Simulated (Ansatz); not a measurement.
Run report: W$_{16}$HS$_{32}$ (charge −1), geometry relaxation (part 3 of 3)

W$_{16}$HS$_{32}$ (defect cell, 49 atoms in the cell, total charge −1); DFT PBE, scalar-relativistic, plane waves, PAW, no spin polarisation (Ansatz 0.2.0); cutoff 420 eV, 1×1×1 k-mesh, Gaussian smearing of 0.01 eV. The structure derives from a Materials Project entry. It belongs to a series of runs on one base structure; here: H interstitial, charge -1, atoms relaxed at the host's cell.

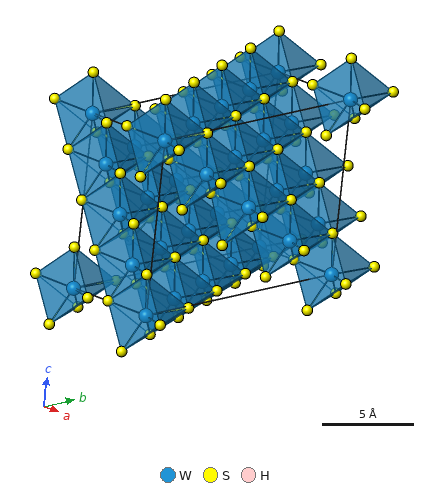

The geometry at step 4 of the log (polyhedral view of the cell of the calculation, seen slightly off an axis; polyhedra are completed across the faces of the cell).

### Trajectory as extended XYZ (Å, eV, eV/Å), 4 of the 5 frames kept, from step=1 to step=5
```
49
Lattice="0.0000 7.3618 -7.4744 6.3755 -3.6809 -7.4744 -6.3755 -3.6809 -7.4744" Properties=species:S:1:pos:R:3:forces:R:3 step=1 energy=-195068.57385
W    -3.1773    3.6848  -14.9171    0.0479  -0.0587  -0.0138
W     1.6025   -4.5940  -14.9171   -0.0269   0.0709  -0.0138
W     0.0103   -1.8361  -14.9127   -0.0427  -0.0298  -0.0696
W     0.0074    3.6882  -14.9186    0.1625  -0.0571  -0.5902
W    -1.5850    0.9269  -14.9127   -0.0472  -0.0221  -0.0696
W    -1.5934   -0.9199   -7.4587    0.2416   0.1395   0.0752
W     3.1978   -1.8377  -14.9186    0.0318   0.1693  -0.5902
W     3.1894    3.6867  -14.9057   -0.0605  -0.0856  -0.0175
W     1.6033    0.9257  -14.9066    0.0181   0.0104  -0.1041
W     1.5993   -0.9111   -7.4259   -0.2258  -0.1286   0.1234
W     0.0107    1.8406   -7.4259   -0.2243  -0.1312   0.1234
W     0.0057    0.0033  -22.3850   -0.0250  -0.0144  -0.0607
W     4.7875    0.9188  -14.9057   -0.1044  -0.0096  -0.0175
W    -1.5883   -4.5953  -14.9097    0.0278   0.0090   0.0049
W    -3.1755   -1.8334  -14.9148    0.0749   0.0432  -0.1829
W    -4.7737    0.9222  -14.9097    0.0217   0.0196   0.0049
S     3.1977   -0.0046  -13.3393    0.0401  -0.0113   0.1412
S     1.5948    2.7716  -13.3393    0.0103   0.0404   0.1412
S    -0.0139   -1.7593   -5.8296   -0.1536   0.4190   0.3001
S     0.0086    3.6865   -5.8632   -0.0014   0.0237  -0.0056
S    -1.5306    0.8676   -5.8296    0.2861  -0.3426   0.3001
S     4.7878    2.7642  -13.3405    0.0015   0.0009  -0.0216
S     3.1969   -1.8358   -5.8632    0.0198  -0.0130  -0.0056
S    -3.1766    0.0061  -13.3435   -0.0057  -0.0046   0.0605
S     1.6116    0.9305   -5.8640   -0.1672  -0.0966   0.1129
S    -4.7714    2.7662  -13.3461    0.0043   0.0000  -0.0208
S     0.0099   -5.5152  -13.3461    0.0022   0.0037  -0.0208
S     0.0075    0.0043  -13.3439    0.0154   0.0089  -0.0152
S    -1.5830   -2.7541  -13.3435   -0.0068  -0.0027   0.0605
S    -1.5836    2.7702  -13.3467    0.0023   0.0193   0.0746
S    -3.1829   -1.8376   -5.8795   -0.0201  -0.0116  -0.0001
S     1.6073   -2.7566  -13.3467    0.0179  -0.0076   0.0746
S     3.1936    0.0026  -16.4758   -0.0205  -0.0085   0.0227
S     1.5990    2.7645  -16.4758   -0.0176  -0.0135   0.0227
S     0.0135   -1.8337   -9.0057   -0.0084   0.0032  -0.0890
S     0.0065    3.6818   -8.9992    0.0157   0.0317  -0.0418
S    -1.5813    0.9285   -9.0057   -0.0014  -0.0089  -0.0890
S     4.7845    2.7624  -16.4720    0.0133   0.0077   0.0284
S     3.1918   -1.8353   -8.9992    0.0353  -0.0022  -0.0418
S    -3.1790    0.0064  -16.4795   -0.0001   0.0013   0.0054
S     1.6004    0.9240   -9.0000    0.0004   0.0002  -0.0191
S    -4.7779    2.7620  -16.4781   -0.0042   0.0095   0.0264
S     0.0030   -5.5188  -16.4781    0.0061  -0.0083   0.0264
S     0.0111    0.0064  -16.4775    0.0067   0.0039   0.0264
S    -1.5840   -2.7562  -16.4795    0.0011  -0.0007   0.0054
S    -1.5824    2.7654  -16.4841   -0.0413  -0.0215   0.0396
S    -3.1936   -1.8438   -9.0197   -0.0874  -0.0505  -0.0242
S     1.6037   -2.7531  -16.4841   -0.0392  -0.0250   0.0396
H    -0.4595   -0.2653   -4.8895    0.2269   0.1310   0.2835
49
Lattice="0.0000 7.3618 -7.4744 6.3755 -3.6809 -7.4744 -6.3755 -3.6809 -7.4744" Properties=species:S:1:pos:R:3:forces:R:3 step=2 energy=-195068.61660
W    -3.1685    3.6805  -14.9199   -0.0050   0.0188   0.0121
W     1.6031   -4.5842  -14.9199    0.0138  -0.0137   0.0121
W     0.0064   -1.8416  -14.9183    0.0749   0.1099   0.0187
W     0.0244    3.7219  -14.9536   -0.2392  -0.2868   0.0381
W    -1.5916    0.9264  -14.9183    0.1327   0.0099   0.0187
W    -1.5696   -0.9062   -7.4613    0.0409   0.0236   0.5301
W     3.2355   -1.8398  -14.9536   -0.3680  -0.0638   0.0381
W     3.1759    3.6759  -14.9115    0.0721   0.0510   0.0216
W     1.6120    0.9307  -14.9143   -0.1518  -0.0876  -0.0042
W     1.5603   -0.9304   -7.4124    0.1365   0.1132   0.0428
W    -0.0256    1.8164   -7.4124    0.1663   0.0616   0.0428
W     0.0008    0.0004  -22.3914    0.0265   0.0153  -0.0003
W     4.7713    0.9124  -14.9115    0.0802   0.0369   0.0216
W    -1.5941   -4.5954  -14.9092   -0.0312   0.0190   0.0058
W    -3.1905   -1.8420  -14.9179    0.0652   0.0376  -0.0253
W    -4.7768    0.9172  -14.9092    0.0009  -0.0366   0.0058
S     3.1990   -0.0225  -13.3378    0.0341   0.0284  -0.0767
S     1.5800    2.7817  -13.3378    0.0416   0.0153  -0.0767
S    -0.0407   -1.7072   -5.7718    0.1914  -0.2530  -0.2597
S    -0.0041    3.6824   -5.8697   -0.0035   0.0068   0.0325
S    -1.4988    0.8183   -5.7718   -0.1234   0.2922  -0.2597
S     4.7806    2.7601  -13.3498   -0.0142  -0.0082   0.0171
S     3.1870   -1.8448   -5.8697    0.0042  -0.0065   0.0325
S    -3.1796   -0.0007  -13.3423   -0.0336   0.0042  -0.0147
S     1.5804    0.9124   -5.8541    0.1095   0.0632   0.0046
S    -4.7709    2.7667  -13.3542    0.0094  -0.0057   0.0084
S     0.0106   -5.5150  -13.3542   -0.0002   0.0110   0.0084
S     0.0114    0.0066  -13.3570   -0.0202  -0.0117   0.0004
S    -1.5905   -2.7532  -13.3423   -0.0132  -0.0312  -0.0147
S    -1.5558    2.7842  -13.3609   -0.0371   0.0148  -0.0278
S    -3.1740   -1.8325   -5.8924   -0.1000  -0.0577  -0.0012
S     1.6333   -2.7394  -13.3609   -0.0057  -0.0395  -0.0278
S     3.1901    0.0060  -16.4949    0.0263  -0.0133   0.0349
S     1.6003    2.7597  -16.4949    0.0016   0.0294   0.0349
S     0.0070   -1.8140   -9.0461    0.0381  -0.0330   0.1171
S    -0.0005    3.6668   -8.9914    0.0019   0.0326  -0.0508
S    -1.5675    0.9131   -9.0461   -0.0095   0.0495   0.1171
S     4.7784    2.7588  -16.4735    0.0211   0.0122  -0.0346
S     3.1753   -1.8338   -8.9914    0.0292  -0.0146  -0.0508
S    -3.1855    0.0003  -16.4808   -0.0285  -0.0218   0.0199
S     1.5741    0.9088   -8.9877    0.0407   0.0235   0.0166
S    -4.7762    2.7596  -16.4750   -0.0142  -0.0081  -0.0082
S     0.0018   -5.5161  -16.4750   -0.0141  -0.0082  -0.0082
S     0.0125    0.0072  -16.4754   -0.0322  -0.0186  -0.0239
S    -1.5925   -2.7588  -16.4808   -0.0331  -0.0138   0.0199
S    -1.5796    2.7652  -16.4881    0.0054   0.0063  -0.0207
S    -3.1909   -1.8422   -9.0138   -0.0571  -0.0329  -0.1012
S     1.6049   -2.7505  -16.4881    0.0082   0.0015  -0.0207
H    -0.3429   -0.1979   -4.7485   -0.0368  -0.0212  -0.1654
49
Lattice="0.0000 7.3618 -7.4744 6.3755 -3.6809 -7.4744 -6.3755 -3.6809 -7.4744" Properties=species:S:1:pos:R:3:forces:R:3 step=4 energy=-195068.66757
W    -3.1738    3.6786  -14.9186   -0.0059   0.0155  -0.0201
W     1.5989   -4.5879  -14.9186    0.0105  -0.0129  -0.0201
W     0.0075   -1.8387  -14.9207   -0.0095  -0.0119   0.0003
W     0.0098    3.6977  -14.9489   -0.0080   0.0160   0.0093
W    -1.5886    0.9258  -14.9207   -0.0151  -0.0023   0.0003
W    -1.5760   -0.9099   -7.4285   -0.0063  -0.0037  -0.0160
W     3.2071   -1.8404  -14.9489    0.0099  -0.0149   0.0093
W     3.1816    3.6790  -14.9140    0.0017   0.0046  -0.0047
W     1.6016    0.9247  -14.9206    0.0035   0.0020  -0.0050
W     1.5824   -0.9209   -7.4108   -0.0035   0.0223   0.0022
W    -0.0063    1.8308   -7.4108    0.0176  -0.0142   0.0022
W     0.0012    0.0007  -22.3918   -0.0049  -0.0028   0.0003
W     4.7769    0.9159  -14.9140    0.0049  -0.0008  -0.0047
W    -1.5932   -4.5958  -14.9107    0.0024  -0.0051  -0.0025
W    -3.1810   -1.8366  -14.9214   -0.0063  -0.0036   0.0294
W    -4.7767    0.9182  -14.9107   -0.0032   0.0046  -0.0025
S     3.1961   -0.0157  -13.3481   -0.0124   0.0052   0.0063
S     1.5844    2.7758  -13.3481   -0.0017  -0.0133   0.0063
S    -0.0165   -1.7280   -5.7874    0.0021  -0.0286   0.0287
S    -0.0013    3.6909   -5.8664    0.0041   0.0018   0.0080
S    -1.5048    0.8497   -5.7874   -0.0237   0.0161   0.0287
S     4.7802    2.7598  -13.3500    0.0072   0.0041   0.0029
S     3.1958   -1.8466   -5.8664    0.0036   0.0027   0.0080
S    -3.1791    0.0028  -13.3444    0.0067  -0.0029  -0.0038
S     1.5977    0.9224   -5.8512   -0.0047  -0.0027   0.0057
S    -4.7735    2.7645  -13.3524   -0.0012  -0.0017   0.0045
S     0.0073   -5.5162  -13.3524   -0.0020  -0.0002   0.0045
S     0.0080    0.0046  -13.3568   -0.0013  -0.0007  -0.0028
S    -1.5871   -2.7546  -13.3444    0.0008   0.0073  -0.0038
S    -1.5701    2.7777  -13.3569    0.0004  -0.0200   0.0055
S    -3.1913   -1.8425   -5.8807   -0.0015  -0.0009   0.0159
S     1.6205   -2.7486  -13.3569   -0.0172   0.0103   0.0055
S     3.1908    0.0031  -16.4923   -0.0080   0.0035  -0.0113
S     1.5981    2.7618  -16.4923   -0.0010  -0.0087  -0.0113
S     0.0065   -1.8177   -9.0105   -0.0073   0.0032  -0.0263
S     0.0023    3.6742   -8.9990    0.0049  -0.0065   0.0078
S    -1.5709    0.9145   -9.0105   -0.0009  -0.0079  -0.0263
S     4.7818    2.7608  -16.4784    0.0056   0.0032  -0.0027
S     3.1831   -1.8351   -8.9990   -0.0032   0.0075   0.0078
S    -3.1864    0.0018  -16.4828    0.0068   0.0078  -0.0070
S     1.5858    0.9156   -8.9888   -0.0003  -0.0002  -0.0008
S    -4.7789    2.7598  -16.4771    0.0001  -0.0003  -0.0075
S     0.0006   -5.5185  -16.4771   -0.0002   0.0002  -0.0075
S     0.0056    0.0032  -16.4863    0.0032   0.0018   0.0084
S    -1.5916   -2.7604  -16.4828    0.0101   0.0020  -0.0070
S    -1.5895    2.7625  -16.4936    0.0031  -0.0040   0.0007
S    -3.1901   -1.8418   -9.0117    0.0126   0.0073   0.0332
S     1.5977   -2.7578  -16.4936   -0.0019   0.0047   0.0007
H    -0.3324   -0.1919   -4.7776    0.0294   0.0170  -0.0482
49
Lattice="0.0000 7.3618 -7.4744 6.3755 -3.6809 -7.4744 -6.3755 -3.6809 -7.4744" Properties=species:S:1:pos:R:3:forces:R:3 step=5 energy=-195068.66868
W    -3.1743    3.6784  -14.9180   -0.0014   0.0146  -0.0088
W     1.5984   -4.5882  -14.9180    0.0120  -0.0085  -0.0088
W     0.0066   -1.8391  -14.9200   -0.0056  -0.0069   0.0001
W     0.0089    3.6975  -14.9474   -0.0021   0.0114   0.0008
W    -1.5894    0.9253  -14.9200   -0.0088  -0.0014   0.0001
W    -1.5759   -0.9098   -7.4267   -0.0096  -0.0055  -0.0120
W     3.2066   -1.8411  -14.9474    0.0088  -0.0075   0.0008
W     3.1813    3.6787  -14.9145    0.0024   0.0055  -0.0014
W     1.6012    0.9244  -14.9204    0.0022   0.0013  -0.0038
W     1.5824   -0.9200   -7.4117   -0.0076   0.0040   0.0063
W    -0.0056    1.8304   -7.4117   -0.0003  -0.0086   0.0063
W     0.0009    0.0005  -22.3929   -0.0018  -0.0010   0.0075
W     4.7765    0.9157  -14.9145    0.0060  -0.0007  -0.0014
W    -1.5931   -4.5958  -14.9111   -0.0028  -0.0063  -0.0010
W    -3.1822   -1.8372  -14.9213   -0.0034  -0.0020   0.0200
W    -4.7766    0.9183  -14.9111   -0.0068   0.0007  -0.0010
S     3.1955   -0.0152  -13.3478   -0.0070   0.0010   0.0037
S     1.5845    2.7750  -13.3478   -0.0026  -0.0066   0.0037
S    -0.0155   -1.7281   -5.7862    0.0128  -0.0157   0.0066
S    -0.0010    3.6908   -5.8671    0.0003   0.0000   0.0040
S    -1.5043    0.8506   -5.7862   -0.0072   0.0189   0.0066
S     4.7803    2.7599  -13.3508    0.0036   0.0021   0.0021
S     3.1958   -1.8463   -5.8671    0.0002   0.0002   0.0040
S    -3.1800    0.0020  -13.3441    0.0053  -0.0010  -0.0046
S     1.5950    0.9209   -5.8508    0.0069   0.0040   0.0036
S    -4.7745    2.7641  -13.3525   -0.0012  -0.0001   0.0020
S     0.0065   -5.5169  -13.3525   -0.0007  -0.0010   0.0020
S     0.0073    0.0042  -13.3563   -0.0005  -0.0003  -0.0010
S    -1.5883   -2.7549  -13.3441    0.0018   0.0051  -0.0046
S    -1.5713    2.7764  -13.3555    0.0028  -0.0105   0.0010
S    -3.1922   -1.8430   -5.8790    0.0017   0.0010   0.0062
S     1.6188   -2.7490  -13.3555   -0.0077   0.0076   0.0010
S     3.1900    0.0023  -16.4921   -0.0047   0.0011  -0.0040
S     1.5970    2.7614  -16.4921   -0.0014  -0.0046  -0.0040
S     0.0054   -1.8181   -9.0106   -0.0047   0.0022  -0.0083
S     0.0023    3.6745   -8.9994    0.0034  -0.0074   0.0054
S    -1.5718    0.9137   -9.0106   -0.0004  -0.0052  -0.0083
S     4.7813    2.7605  -16.4792    0.0045   0.0026  -0.0010
S     3.1834   -1.8353   -8.9994   -0.0047   0.0067   0.0054
S    -3.1861    0.0016  -16.4829    0.0030   0.0044  -0.0039
S     1.5859    0.9156   -8.9904   -0.0021  -0.0012   0.0021
S    -4.7783    2.7599  -16.4776   -0.0020   0.0004  -0.0074
S     0.0010   -5.5181  -16.4776   -0.0006  -0.0020  -0.0074
S     0.0050    0.0029  -16.4854    0.0015   0.0009   0.0035
S    -1.5916   -2.7601  -16.4829    0.0053   0.0004  -0.0039
S    -1.5895    2.7621  -16.4925   -0.0001  -0.0023   0.0000
S    -3.1891   -1.8412   -9.0090    0.0033   0.0019   0.0127
S     1.5973   -2.7576  -16.4925   -0.0020   0.0011   0.0000
H    -0.3144   -0.1815   -4.7888    0.0121   0.0070  -0.0210
```

This output came from the following input.

### Input
```yaml
crystal:
  lattice:
    - [0.0, 7.3617871071, -7.4744493696]
    - [6.375494652, -3.6808935536, -7.4744493696]
    - [-6.375494652, -3.6808935536, -7.4744493696]
  atoms:
    - { symbol: W, position: [0.998933837, 0.2492283311, 0.7475837152] }
    - { symbol: W, position: [0.2492283311, 0.998933837, 0.7475837152] }
    - { symbol: W, position: [0.4987761967, 0.7489924925, 0.7473845082] }
    - { symbol: W, position: [0.9993147661, 0.4988959284, 0.4977373226] }
    - { symbol: W, position: [0.7489924925, 0.4987761967, 0.7473845082] }
    - { symbol: W, position: [0.2493208576, 0.2493208576, 0.4992456868] }
    - { symbol: W, position: [0.4988959284, 0.9993147661, 0.4977373226] }
    - { symbol: W, position: [0.9985975558, 0.7479410423, 0.2476824076] }
    - { symbol: W, position: [0.7486074674, 0.7486074674, 0.4971296742] }
    - { symbol: W, position: [0.2486630667, 0.4978467858, 0.2469915435] }
    - { symbol: W, position: [0.4978467858, 0.2486630667, 0.2469915435] }
    - { symbol: W, position: [0.9985868693, 0.9985868693, 0.9976953913] }
    - { symbol: W, position: [0.7479410423, 0.9985975558, 0.2476824076] }
    - { symbol: W, position: [0.2487837435, 0.7484283274, 0.9975477504] }
    - { symbol: W, position: [0.4991171572, 0.4991171572, 0.9971995573] }
    - { symbol: W, position: [0.7484283274, 0.2487837435, 0.9975477504] }
    - { symbol: S, position: [0.5944626167, 0.8458711899, 0.3443164657] }
    - { symbol: S, position: [0.8458711899, 0.5944626167, 0.3443164657] }
    - { symbol: S, position: [0.1006568521, 0.3385487477, 0.3407305783] }
    - { symbol: S, position: [0.5953225467, 0.0952292064, 0.0938801238] }
    - { symbol: S, position: [0.3385487477, 0.1006568521, 0.3407305783] }
    - { symbol: S, position: [0.845261211, 0.845261211, 0.094295079] }
    - { symbol: S, position: [0.0952292064, 0.5953225467, 0.0938801238] }
    - { symbol: S, position: [0.595629291, 0.3456728944, 0.8439185186] }
    - { symbol: S, position: [0.34577605, 0.34577605, 0.092993681] }
    - { symbol: S, position: [0.8456843441, 0.0957412375, 0.8441364338] }
    - { symbol: S, position: [0.0957412375, 0.8456843441, 0.8441364338] }
    - { symbol: S, position: [0.5954840631, 0.5954840631, 0.5943023274] }
    - { symbol: S, position: [0.3456728944, 0.595629291, 0.8439185186] }
    - { symbol: S, position: [0.8460795475, 0.3455833135, 0.5939750485] }
    - { symbol: S, position: [0.0957935878, 0.0957935878, 0.5950310984] }
    - { symbol: S, position: [0.3455833135, 0.8460795475, 0.5939750485] }
    - { symbol: S, position: [0.7349947809, 0.9851036578, 0.4841830595] }
    - { symbol: S, position: [0.9851036578, 0.7349947809, 0.4841830595] }
    - { symbol: S, position: [0.2355640824, 0.4857054986, 0.4835902922] }
    - { symbol: S, position: [0.7347473533, 0.2351312756, 0.2341168426] }
    - { symbol: S, position: [0.4857054986, 0.2355640824, 0.4835902922] }
    - { symbol: S, position: [0.9847458565, 0.9847458565, 0.2342865197] }
    - { symbol: S, position: [0.2351312756, 0.7347473533, 0.2341168426] }
    - { symbol: S, position: [0.7355031642, 0.48532714, 0.9839498617] }
    - { symbol: S, position: [0.4850380038, 0.4850380038, 0.2340199953] }
    - { symbol: S, position: [0.9849828775, 0.2350957404, 0.9845121521] }
    - { symbol: S, position: [0.2350957404, 0.9849828775, 0.9845121521] }
    - { symbol: S, position: [0.7354173381, 0.7354173381, 0.7336774854] }
    - { symbol: S, position: [0.48532714, 0.7355031642, 0.9839498617] }
    - { symbol: S, position: [0.9855556119, 0.4858156595, 0.7340191556] }
    - { symbol: S, position: [0.2352733627, 0.2352733627, 0.7361887346] }
    - { symbol: S, position: [0.4858156595, 0.9855556119, 0.7340191556] }
    - { symbol: H, position: [0.1940299726, 0.1940299726, 0.26609821] }
  host:
    lattice:
      - [1.593873663, 0.9202233884, 7.4744493696]
      - [-1.593873663, 0.9202233884, 7.4744493696]
      - [0.0, -1.8404467768, 7.4744493696]
    atoms:
      - { symbol: W, position: [0.0006774491, 0.0006774491, 0.0006774491] }
      - { symbol: S, position: [0.4040742703, 0.4040742703, 0.4040742703] }
      - { symbol: S, position: [0.2639482806, 0.2639482806, 0.2639482806] }
total_charge: -1
basis:
  ecutwfc: 420
  xc_grid: 2
kpoints:
  mp_grid: { grid: [1, 1, 1], shift: [0.0, 0.0, 0.0] }
hamiltonian:
  xc: pbe
scf:
  occupations: { method: gaussian, width: 0.01 }
output:
  forces: true
  stress: false
  eigenvalues: true
  charged_corrections:
    defect_position: [0.1640625, 0.1640625, 0.171875]
    epsilon: [[11.5894, 0.0, 0.0], [0.0, 11.5894, 0.0], [0.0, 0.0, 3.2073]]
relax:
  adjacent_minimum: "off"
  f_tol: 0.025
  max_steps: 45
```

Run as:
```bash
ansatz run input.yaml --threads 4 --pin off --max-ram 10240MiB --backend cpu --events-out ev --progress --plain --runs-dir out
```

### Summary

| quantity | value |
| --- | --- |
| outcome | converged |
| electrons treated | 418 |
| free energy | −195068.6687 eV |
| Fermi energy | 9.644 eV |
| gap on the k-point mesh | 1.12 eV |
| final volume | 1052.44 Å³ |
| largest force (length of the vector) at the end | 0.025 eV/Å |
| hardware | 4 threads of Intel Xeon (Granite Rapids), 32 GiB of memory available, shared host |
| wall time | 28 s (CPU time 99 s) |
| peak memory | 1.2 GiB |

### Notes

The k-point mesh is coarse (a preliminary or cheap run), so energies and forces are approximate. The cell is charged and computed with a neutralising background, so its energy and pressure depend on the cell and aren't those of a real crystal. So coarse a mesh can miss the band edges, so the true gap of this method can be much smaller, or zero. Spin–orbit coupling is left out, which matters for W.
